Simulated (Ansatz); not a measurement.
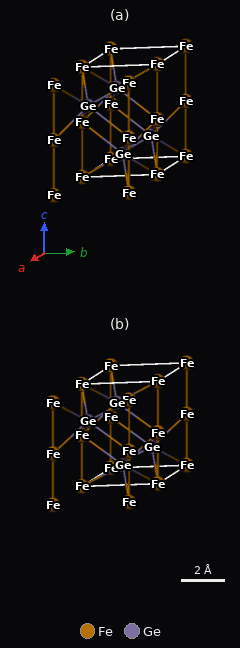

The structure of solid FeGe (a generated structure, set up in P6_3/mmc) before (top) and after (bottom) a relaxation, at one scale.

The picture is a ball-and-stick view of the cell of the calculation, repeated 2 × 1 × 1 with one cell outlined, seen slightly off an axis.

Case: As → Ge, Mn → Fe on all its sites, cell and atoms relaxed.

All numbers below come from DFT PBE, scalar-relativistic, plane waves, PAW (Ansatz). (plane-wave cutoff 420 eV; k-point mesh 12 × 12 × 8; occupations gaussian; smearing width 0.1 eV; collinear spin; cell and atoms relaxed; force threshold 0.01 eV/Å; at most 60 steps)

Question: Describe what moved and what it gained.

Answer: The energy falls by 0.113 eV per cell of the calculation in 4 accepted moves (5 points after the start). All forces vanish by symmetry, so only the cell relaxes. The pressure goes from −4.85 to −0.06 GPa. At 1 point the geometry stayed and the basis and grid were re-selected for the new cell (energy shift of 1.1 meV per cell of the calculation at most each time). The atoms keep their places relative to the cell (all moves are under 0.005 Å). The drawn cell changes as follows: a = b 3.599 → 3.650 Å (+1.4 %), c 5.417 → 5.035 Å (−7.1 %); the volume changes by −4.4 %. Some distances before and after: Fe–Fe 2.708 → 2.517 Å, Fe–Ge 2.480 → 2.454 Å. Bond angles that change, for instance: Fe–Ge–Fe 66.2° → 61.7°, Fe–Ge–Fe 93.0° → 96.1°. The space group stays P6_3/mmc (No. 194).
